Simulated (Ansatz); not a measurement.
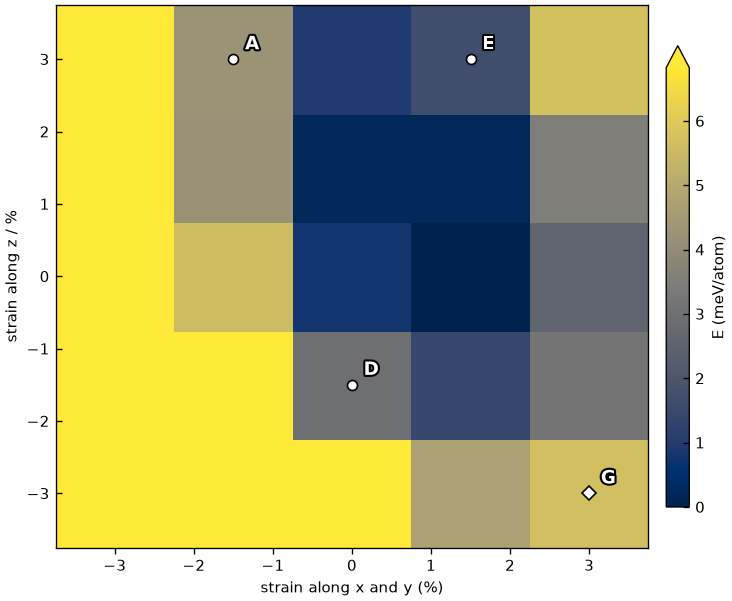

NaI (Fm-3m, No. 225; 2 atoms in the cell). 
- The cell is strained homogeneously, by one strain along x and y and another along z, with fractional coordinates fixed (x, y and z along the cube axes).
- The first coordinate is: strain along x and y; the second: strain along z.
- The grid has 5 × 5 points.
- Energies: meV/atom, counted from the lowest grid point.
- The reference cell is the one listed in the database, not relaxed at this level.
- The calculation used DFT PBE, scalar-relativistic, plane waves, PAW in Ansatz 0.2.0. Settings: cutoff 420 eV, k-mesh 6×6×6, gaussian smearing 0.05 eV, no spin polarisation.

The picture shows one coloured cell a grid point, one colour for all values above the top of the scale, lettered points.

> Rank the lettered points by energy, lowest first.

E (1.7 meV/atom), D (3.0 meV/atom), A (4.3 meV/atom), G (5.7 meV/atom).
